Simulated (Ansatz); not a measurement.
# Run report: Al₂₄N₂₅, single-point calculation (part 1 of 2)

Al₂₄N₂₅ (defect cell, 49 atoms in the cell), computed with DFT PBE, scalar-relativistic, plane waves, PAW, spin-polarised (Ansatz 0.2.0).

The structure derives from a Materials Project entry.

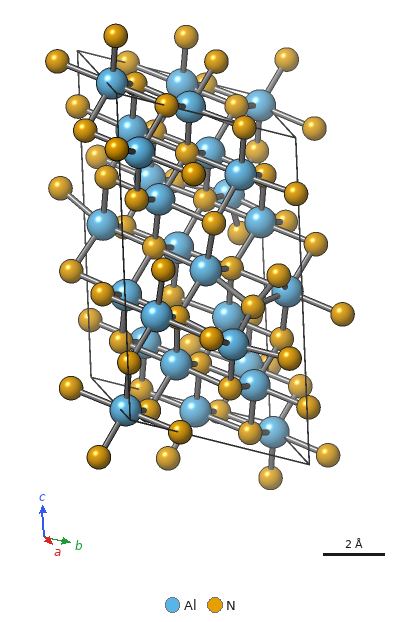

The structure as given in the input (ball-and-stick view of the cell of the calculation, seen slightly off an axis; bonded neighbours outside the cell are drawn too). An atom can appear more than once, as a periodic image. Near neighbours in the periodic cell (some may lie outside the picture): Al has 5 N at 1.79 to 2.22 Å; Al has 6 N at 1.90 to 2.14 Å; N has 5 Al at 1.85 to 2.22 Å; N has 3 Al at 1.79 to 2.03 Å and 1 N at 1.38 Å.

## Input
```yaml
crystal:
  lattice:
    - [-4.968174, 2.868376, 4.187563]
    - [4.968174, -2.868376, 4.187563]
    - [4.968174, 8.605129, -4.187563]
  atoms:
    - { symbol: Al, position: [0.5370551382, 0.3708148946, 0.1606623291] }
    - { symbol: Al, position: [0.0368216118, 0.8729123904, 0.1621548803] }
    - { symbol: Al, position: [0.8669133511, 0.202066083, 0.327813661] }
    - { symbol: Al, position: [0.3741496029, 0.7096383719, 0.3308154341] }
    - { symbol: Al, position: [0.2174693826, 0.0563409589, 0.5037079261], spin: 0.01 }
    - { symbol: Al, position: [0.6883121908, 0.5276088328, 0.4899096106], spin: 0.01 }
    - { symbol: Al, position: [0.5425601145, 0.8779619318, 0.66608079] }
    - { symbol: Al, position: [0.0351822538, 0.3708644829, 0.6628152995] }
    - { symbol: Al, position: [0.8719465129, 0.7081420437, 0.8313167876] }
    - { symbol: Al, position: [0.3740904544, 0.2079979603, 0.8329583826] }
    - { symbol: Al, position: [0.2066518856, 0.5384167683, -0.0031465044] }
    - { symbol: Al, position: [0.7058922603, 0.0389941411, -0.0031250914] }
    - { symbol: Al, position: [0.122041674, 0.2872864444, 0.1615234067] }
    - { symbol: Al, position: [0.6223385141, 0.7879802002, 0.1645943051] }
    - { symbol: Al, position: [0.4502387563, 0.1216108653, 0.3272736689] }
    - { symbol: Al, position: [0.955436675, 0.6078255143, 0.3082167809] }
    - { symbol: Al, position: [0.7797667504, 0.9641833905, 0.4969170549] }
    - { symbol: Al, position: [0.2838181898, 0.4610638351, 0.4968894486] }
    - { symbol: Al, position: [0.1369623142, 0.7899692523, 0.684986444] }
    - { symbol: Al, position: [0.6232620369, 0.2945691277, 0.666286124] }
    - { symbol: Al, position: [0.4575249032, 0.6229408, 0.8321443373] }
    - { symbol: Al, position: [0.9569213442, 0.1227097586, 0.8291297324] }
    - { symbol: Al, position: [0.7902764845, 0.4535400426, -0.007250316] }
    - { symbol: Al, position: [0.2912081172, 0.9546460409, 0.0006573592] }
    - { symbol: "N", position: [0.2823267128, 0.1187083241, 0.1624237316] }
    - { symbol: "N", position: [0.7832963539, 0.6163884401, 0.1529910256], spin: 0.01 }
    - { symbol: "N", position: [0.611485507, 0.9557364163, 0.3282460178], spin: 0.01 }
    - { symbol: "N", position: [0.1213988986, 0.4525731943, 0.3260957328] }
    - { symbol: "N", position: [0.9972448777, 0.8723236262, 0.5607325906], spin: 0.18 }
    - { symbol: "N", position: [0.4531026539, 0.2917939391, 0.4967877903] }
    - { symbol: "N", position: [0.2921597036, 0.6237550413, 0.6675665377] }
    - { symbol: "N", position: [0.7893597026, 0.133535706, 0.6655035193], spin: 0.01 }
    - { symbol: "N", position: [0.6261555716, 0.4626224563, 0.8310806878] }
    - { symbol: "N", position: [0.1282836832, 0.9616491423, 0.8403422523], spin: 0.01 }
    - { symbol: "N", position: [0.9567208536, 0.2885298597, -0.0037281419] }
    - { symbol: "N", position: [0.4563834135, 0.7883332627, -0.0025451787] }
    - { symbol: "N", position: [0.3729537559, 0.5386477702, 0.1637998489] }
    - { symbol: "N", position: [0.868987506, 0.0363668647, 0.1630703602] }
    - { symbol: "N", position: [0.6924778279, 0.3562551498, 0.3234907877], spin: 0.05 }
    - { symbol: "N", position: [0.199495759, 0.871935915, 0.3332569251], spin: 0.01 }
    - { symbol: "N", position: [0.0385045032, 0.2145324916, 0.4942347304], spin: 0.02 }
    - { symbol: "N", position: [0.5303678957, 0.7067495193, 0.4996392677], spin: 0.02 }
    - { symbol: "N", position: [0.3886626268, 0.0525766263, 0.6702537908], spin: 0.04 }
    - { symbol: "N", position: [0.8728647897, 0.5455682437, 0.6601912996], spin: 0.01 }
    - { symbol: "N", position: [0.7084062631, 0.8758721633, 0.830680589] }
    - { symbol: "N", position: [0.2063938084, 0.3722248175, 0.8298814355] }
    - { symbol: "N", position: [0.0407422156, 0.7041255618, -0.0032837924] }
    - { symbol: "N", position: [0.5403349394, 0.2045874509, -0.0032175865] }
    - { symbol: "N", position: [0.8711768698, 0.7469048829, 0.4313444822], spin: 0.18 }
magnetization:
  spin_polarized: true
basis:
  ecutwfc: 420
  fft_grid_basis: typed
kpoints:
  mp_grid: { grid: [2, 2, 2] }
hamiltonian:
  xc: pbe
  pseudopotentials: { kind: paw }
scf:
  occupations: { method: gaussian, width: 0.05 }
  n_extra_bands: 18
output:
  forces: true
  stress: false
  eigenvalues: true
  bader: false
  write_density: false
  volumetric_format: npy
  populations: true
  band_densities:
    - { e_range: [-0.83, -0.22] }
    - { e_range: [0.22, 0.83] }
    - { e_range: [0.2, 0.37] }
  dos:
    e_range: [-30, 8]
    de: 0.02
    method: { smearing: { sigma: 0.03, scheme: gaussian } }
    projected: { site_lists: { Al: [Al], "N": ["N"] } }
checkpoint:
  read: start.run
  write: ck
  compress: false
  write_wavefunctions: false
  write_every: 100000
```

Command:
```bash
ansatz run input.yaml --threads 4 --pin off --max-ram 10240MiB --backend cpu --events-out ev --progress --plain --runs-dir out
```

## What the program printed
```
Warning: the band count 117 (scf.n_extra_bands) hosts the net moment |M| = 0.5700 μB (N_el = 197) but caps the reachable moment at 2·n_bands − N_el = 37.0000 μB, below the 148 bands that the automatic rule leaves for it — a moment growing past the seed, or the majority channel's smearing tail, pins there with fewer empty majority states than that count leaves; raise or omit scf.n_extra_bands unless the cap is intended
Warning: checkpoint.read: spin seed differs: saved f7899ba087d5…, current df70abe74e5f…; the loaded state replaces the seed-built initial guess (but the starting_ns of a DFT+U solve that opens without the state's occupation matrices), so the run may converge into the producing seed's basin, or, where the symmetry group that follows from this deck's starting moments and starting_ns does not hold the saved magnetisation, lose that magnetisation at its first build. Where atoms have moved since the state was saved, this difference can also decide whether moments are moved with them. A self-consistent run of this deck without the state starts from its starting moments and, under a DFT+U term, its starting_ns
scf.n_extra_bands = 18 over 99 filled bands (N_el = 197.0): the run solves 117 bands
Engine: ansatz 0.2.0, aarch64-unknown-linux-gnu
Pseudopotentials: kind: paw
Pseudopotential: Al, paw, valence charge 3, recommended cutoff 420 eV (normal), Al.paw.azcp
Pseudopotential: N, paw, valence charge 5, recommended cutoff 420 eV (normal), N.paw.azcp
Functional definition: PBE
  parameter kappa = 0.804
  parameter beta = 0.06672455060314922
  exchange = pbe_x(kappa = kappa, mu = beta*pi^2/3)
  correlation = pbe_c(beta = beta)
Crystal: 49 atoms, lattice volume = 477.402 Å³
Basis set: ecut = 420 eV, 9295 PW (Γ), exchange–correlation on 96×96×150 points (8 copies of the dense FFT grid, shifted against one another)
Bands: 117, of which v1, the nominal top of the filled ones, is band 99 counted from 1 (98 counted from 0)
Symmetry: 1 space group operations
Space group: P1 (ITA 1), of the structure as read, at distance tolerance 7.8e-5 Å
Magnetic group: BNS 1.1 (UNI 1), of the structure as read, at distance tolerance 7.8e-5 Å
k-points: 8
Non-local potential: Al, projectors of the file, l = 0: 2, l = 1: 2, l = 2: 1
Non-local potential: N, projectors of the file, l = 0: 2, l = 1: 2, l = 2: 1
PAW form: soft (Blöchl's): semilocal exchange-correlation on the pseudo side does not see the compensation charge
PAW one-centre angular grid: Al, 110 points (default); XC on 64 Gauss nodes
PAW one-centre angular grid: N, 110 points (default); XC on 64 Gauss nodes
Initial density: read from a saved state, or passed on in memory by an earlier SCF of this step, an earlier step, the calling program or the single point that the run made first
Stability of the state it starts from, as read at its close in the collinear treatment: not read negative (Ritz values of 1 − χ₀K, real part plus size of imaginary part, from 0.80 to 0.80, by its mixing steps under no symmetry); its run was given moments
Starting moments: Σ|m| = 0.57 μB on 14 of 49 sites; this step starts from the density that it was given
Initial wavefunctions: pseudopotential atomic-orbital guess
Functional: x = pbe(κ = 0.804, μ = 0.2195149727645171), c = pbe(β = 0.06672455060314922)
iter 1 solved again at ethr=7.26e-8 eV; its pass at ethr=3.10e-3 eV (dr2=1.43e-4 eV) is discarded
SCF iter   1: F=—  HF=-22555.705327 eV  |F-HF|=—  |Δ(HF+E_count)|=         —  Δρ=6.58e-7 (↑6.58e-7 ↓6.22e-7)  dr2=7.27e-9  dr2_m=8.03e-11  M=1.000 μB ∫|m|=1.064 μB  β_m=0.30  ethr=7.26e-8  ⟨swp⟩=4.1  Hψ=15323  notcnv=0
eigensolver tolerance schedule: the retry pair's looser diagonalisation over-reported the residual by 19667.75 of it (diagonalisation noise at 0.85 of the residual, at the tolerance the schedule requests for it); recorded, not acted on — ethr = c·dr2/N_el stays at c = 1.0e-1
preconditioner: auto → Resta (q_TF=auto, 2.354 Å⁻¹)  ε∞=5.1  [insulator: Δε(μ)=0.462 eV  Ē_g=11.754 eV  σ=0.050 eV  W_gap=1.00  n_scr=104 (ndim 8)  ℏωp=23.9 eV  f_vac=0.000  D(μ)=0.00/eV (n_scr^D=0)  ε∞_Penn≈5.1]
spin=Collinear: Resta preconditioning applied to the charge; magnetization (m = ρ↑ − ρ↓) channel mixes plain (no charge-response kernel on spin).
SCF iter   2: F=—  HF=-22555.705375 eV  |F-HF|=—  |Δ(HF+E_count)|=   4.73e-5  Δρ=2.55e-7 (↑2.55e-7 ↓2.04e-7)  dr2=9.11e-10  dr2_m=3.56e-11  M=1.000 μB ∫|m|=1.064 μB  β_m=0.36  ethr=3.69e-12  ⟨swp⟩=10.2  Hψ=7821  notcnv=0
SCF iter   3: F=-22555.705375 eV  HF=-22555.705375 eV  |F-HF|=1.46e-10  |Δ(HF+E_count)|=  4.37e-11  Δρ=1.18e-7 (↑1.18e-7 ↓9.02e-8)  dr2=1.92e-10  dr2_m=1.42e-11  M=1.000 μB ∫|m|=1.064 μB  ethr=1.00e-12  ⟨swp⟩=1.0  Hψ=4583  notcnv=0
SCF 1 converged in 3 iterations: F = -22555.705375 eV  dr2 = 1.92e-10
  greatest PAW one-centre occupation: 0.812 electrons in one spin orbital (limit 2), on the N atom at site 48 (counted from 0), in its partial waves of l = 0
SCF converged after 3 iterations
Magnetization: 1.0000 μB (99.0000 up, 98.0000 down)
Absolute magnetization: 1.0669 μB (∫|ρ↑−ρ↓|, with the PAW one-centre terms)
Spin contamination: 0.0020 ħ² per cell (⟨S²⟩ above its minimum at these occupations)
Per-site moments (μB) at R_I (Å): [(2.94180327258403e-5, 0.7801636707353475), (0.00013192738459441933, 0.7840271326006912), (0.0009073489352594204, 0.7783486883428902), (0.0002054083993826664, 0.7882223729958947), (0.008500860253983824, 0.7983721067745098), (0.00837776269382114, 0.7986172232563115), (0.0008723088124598682, 0.7781078149528752), (0.0001905038606440779, 0.7879717112455532), (0.00011756556248632437, 0.7839703640525049), (3.9910881625307226e-5, 0.7797337801361395), (-2.0029416643469187e-5, 0.7847456462464942), (8.060431306355621e-6, 0.7836384754868572), (6.805176929578523e-5, 0.7783960126525152), (-5.028785485429474e-6, 0.7883864605359359), (0.0006103008458337348, 0.7741737599371437), (0.002015066976308865, 0.7402285287306121), (-0.0006743465170066018, 0.784644044343652), (4.193546090680759e-5, 0.7891385030041858), (0.002540725828850818, 0.7408680404287188), (0.0005329091510579379, 0.7741989882860459), (6.741298009504456e-5, 0.7786090891055023), (1.3090250874229629e-6, 0.7879920617912525), (0.00037421763908848183, 0.7700250213603149), (0.0003514371514246405, 0.7704054477230354), (0.002394088505688629, 0.7783960126525152), (0.0058076235772649655, 0.7667167275148806), (0.010784732761051042, 0.7741737599371437), (0.0023006061111182333, 0.7637501162835626), (0.17523150880489227, 0.5707307967971194), (2.680026087032552e-5, 0.7997189161615914), (0.00219347455419047, 0.7640158164774552), (0.009595463275068552, 0.7741989882860459), (0.002212035130416931, 0.7786090891055023), (0.005434452222408449, 0.7666828178700137), (0.0005063526043040904, 0.7836663886036199), (0.0005042971684404476, 0.7838387484953943), (0.0008316003399436805, 0.7855986701208117), (0.001230641668816936, 0.7833128047470451), (0.04931135336867517, 0.7783486883428902), (0.009128988343182456, 0.797837690199852), (0.016726377235383352, 0.7797469028793055), (0.015670864394992618, 0.7796563059714052), (0.044626833099039385, 0.7781078149528752), (0.00982347544152461, 0.7980244282551556), (0.0011888372661484903, 0.7829998716032119), (0.0007867256891665149, 0.7855688182654568), (0.0005955862109131471, 0.7847456462464942), (0.0008338099456917919, 0.78234214670009), (0.17772574038368383, 0.5707307967971194)]
Free energy (F): -22555.705375 eV
Harris-Foulkes:  -22555.705375 eV  (|F-HF|=1.46e-10)
Internal energy: -22555.705375 eV  (E = F + TS)
E sigma→0 (E₀):  -22555.705375 eV
Fermi energy:    9.666408 eV
--- Per-component energies (eV) ---
  E_band       = 510.468143
  E_kinetic    = 3998.147042
  E_local      = -5468.199842  (includes V_loc(G=0)·N_el)
  E_nonlocal   = 1365.113011
  E_hartree    = 1937.796635
  E_xc         = -2517.026029
  E_vxc        = -2685.984200  (∫ρ·V_xc dr)
  E_paw        = -14407.266312  (= ΣΔE_a)
  E_vpaw       = -574.203509  (= ΣTr[D̂ρ^β])
  E_aug_tail   = 0.002442  (compensation charges beyond the density's cutoff)
  E_ewald      = -7464.272322
  E_smearing   = -0.000000  (= −TS)
  E_closure    = 0.000000  (closes the sum)
  Σ components = -22555.705375   (vs F -22555.705375, Δ=0.00e0)
```
